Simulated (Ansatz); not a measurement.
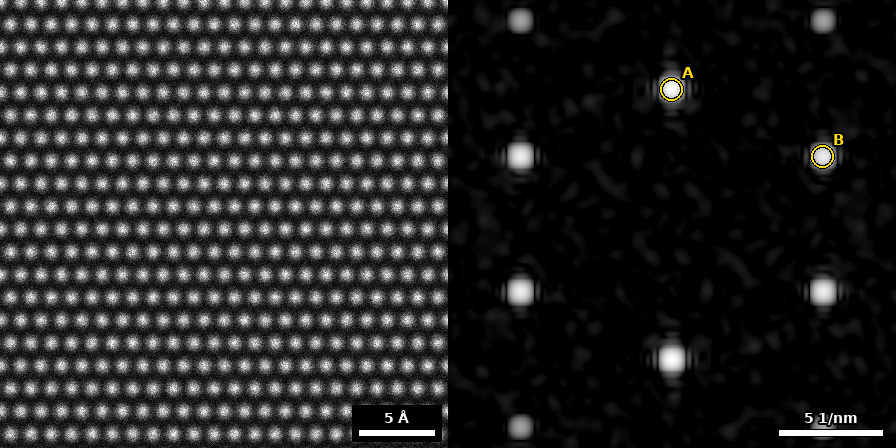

HAADF-like image of a crystal. Simulated incoherent Z contrast: every atom adds Z^1.7 spread by a probe of 0.72 Å full width; channelling and multiple scattering are left out. The probe carries 25 % of its weight in a tail 2.5 times as wide. Shot noise was added.

The right panel is the modulus of the image's Fourier transform on a logarithmic scale.

Which lattice spacings do the marked spots stand for, and what angle do A and B enclose?

A: 1.5 Å, B: 1.2 Å; A and B enclose about 66°.

The crystal is Ir (Im-3m, No. 229) along [210]; the spots are (002) and (-1 2 1). Structure used: the input geometry of a calculation; the starting structure was generated, so it need not be a known form of this composition.
